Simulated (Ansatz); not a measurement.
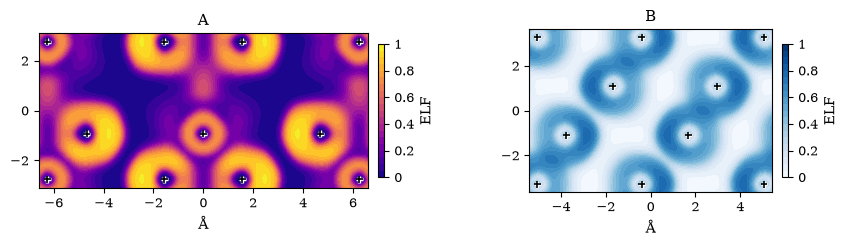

The ELF of 2 systems, each on a plane through atoms (crosses mark nuclei in the plane).

Theory: DFT PBE+D3(BJ), scalar-relativistic, plane waves, PAW in Ansatz.

System 1: As, the (110) plane of the conventional cell. Space group R-3m.

```
CELL_PARAMETERS angstrom
3.78288 0.00000 0.00000
-1.89144 3.27607 0.00000
0.00000 0.00000 10.11417
ATOMIC_POSITIONS crystal
As 0.66667 0.33333 0.10305
As 0.33333 0.66667 0.43638
As 0.00000 0.00000 0.76971
As 0.00000 0.00000 0.23029
As 0.66667 0.33333 0.56362
As 0.33333 0.66667 0.89695
```

System 2: WS2, the (110) plane of the conventional cell. Space group P6₃/mmc; computed pressure about −2 GPa in this cell.

```yaml
crystal:
  lattice:
    - [3.18000, 0.00000, 0.00000]
    - [-1.59000, 2.75396, 0.00000]
    - [0.00000, 0.00000, 12.50000]
  atoms:
    - { symbol: W, position: [0.33333, 0.66667, 0.25000] }
    - { symbol: W, position: [0.66667, 0.33333, 0.75000] }
    - { symbol: S, position: [0.33333, 0.66667, 0.62447] }
    - { symbol: S, position: [0.66667, 0.33333, 0.12447] }
    - { symbol: S, position: [0.33333, 0.66667, 0.87553] }
    - { symbol: S, position: [0.66667, 0.33333, 0.37553] }
```

Question: Which map belongs to which system?

Answer: Panel A is system 2, WS2: the plane holds W and S. W–S (2.42 Å): the ELF peaks at about 0.85 in the valence shell of S, 0.8 Å from its nucleus, and is about 0.50 at the midpoint. Panel B is system 1, As: the plane holds As. As–As (2.53 Å): the ELF peaks at about 0.75 between the atoms.
